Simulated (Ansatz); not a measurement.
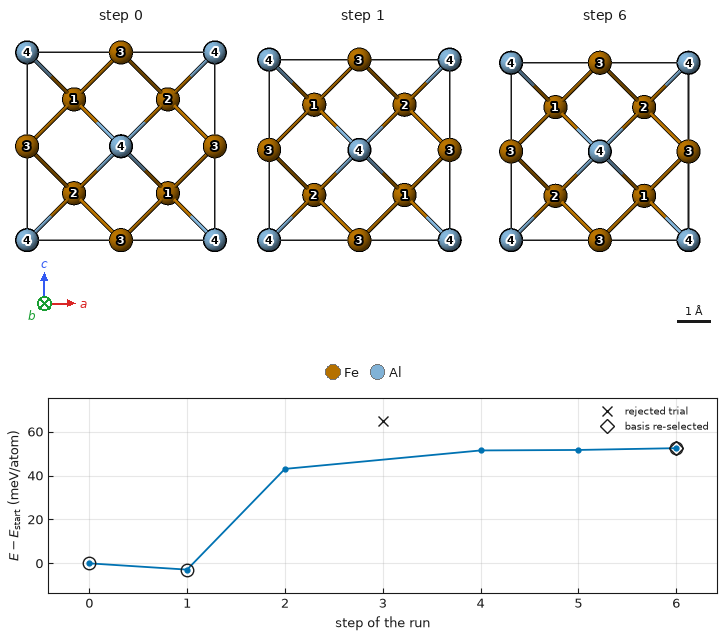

Frames of a relaxation of crystalline AlFe3 (set up in Fm-3m), marked on the history of the run. A ball-and-stick model of the conventional cell (4 times the calculation's cell), seen along the b axis. Lengths and directions refer to the drawn axes.

The run lets cell and atoms move.

The calculation used Kohn-Sham DFT of a periodic cell, PBEsol, Ansatz PAW in Ansatz 0.2.0.

Input file:
```yaml
crystal:
  lattice:
    - [0.0, 2.8871421494, 2.8871421494]
    - [2.8871421494, 0.0, 2.8871421494]
    - [2.8871421494, 2.8871421494, 0.0]
  atoms:
    - { symbol: Fe, position: [0.75, 0.75, 0.75], spin: 3.0 }
    - { symbol: Fe, position: [0.25, 0.25, 0.25], spin: 3.0 }
    - { symbol: Fe, position: [0.5, 0.5, 0.5], spin: 3.0 }
    - { symbol: Al, position: [0.0, 0.0, 0.0] }
hamiltonian:
  xc: pbesol
  pseudopotentials: { kind: paw }
magnetization:
  spin_polarized: true
kpoints:
  mp_grid: { grid: [8, 8, 8] }
scf:
  occupations: { method: fermi_dirac, width: 0.05 }
output:
  forces: true
  stress: true
  eigenvalues: true
relax:
  f_tol: 0.01
  max_steps: 40
  cell: { stress_tol: 0.05, p_target: 20.0 }
```

Run as
```bash
ansatz run input.yaml --threads 2 --pin off --max-ram 5632MiB --backend cpu --events-out ev --progress --plain --runs-dir out
```

Describe the path.

Answer. The atoms keep their places relative to the cell (all moves are under 0.005 Å). The volume changes by −15.6 %, with a = b = c 5.774 → 5.456 Å (−5.5 %). Among the contacts that change: Fe1–Fe3 2.500 → 2.363 Å, Fe1–Al4 2.500 → 2.363 Å. The space group stays Fm-3m (No. 225). Over 4 accepted moves (6 points after the start) the energy rises by 52.5 meV per atom. With the target pressure of 20 GPa, the enthalpy E + pV changes by −182 meV per atom. All forces vanish by symmetry, so only the cell relaxes. Pressure: −9.88 GPa at the start and 19.99 GPa at the end. The line search rejected the trial step at point 3 of the run. At 1 point the geometry stayed and the basis and grid were re-selected for the new cell (energy shift of 0.8 meV per atom at most each time). From step 0 to 1: volume −11.0 %, energy −2.9 meV per atom. From step 1 to 6: volume −5.2 %, energy +55.3 meV per atom.

```json
{"step": "0", "E − E(0), meV/atom": "0.00", "pressure, GPa": "-9.88", "volume, Å³/atom": "12.033", "note": ""}
{"step": "1", "E − E(0), meV/atom": "-2.86", "pressure, GPa": "11.03", "volume, Å³/atom": "10.707", "note": ""}
{"step": "2", "E − E(0), meV/atom": "43.04", "pressure, GPa": "17.92", "volume, Å³/atom": "10.225", "note": ""}
{"step": "3", "E − E(0), meV/atom": "64.66", "pressure, GPa": "22.94", "volume, Å³/atom": "10.054", "note": "rejected"}
{"step": "4", "E − E(0), meV/atom": "51.45", "pressure, GPa": "19.95", "volume, Å³/atom": "10.153", "note": ""}
{"step": "5", "E − E(0), meV/atom": "51.67", "pressure, GPa": "20.00", "volume, Å³/atom": "10.151", "note": ""}
{"step": "6", "E − E(0), meV/atom": "52.48", "pressure, GPa": "19.99", "volume, Å³/atom": "10.151", "note": "same geometry, new basis"}
```
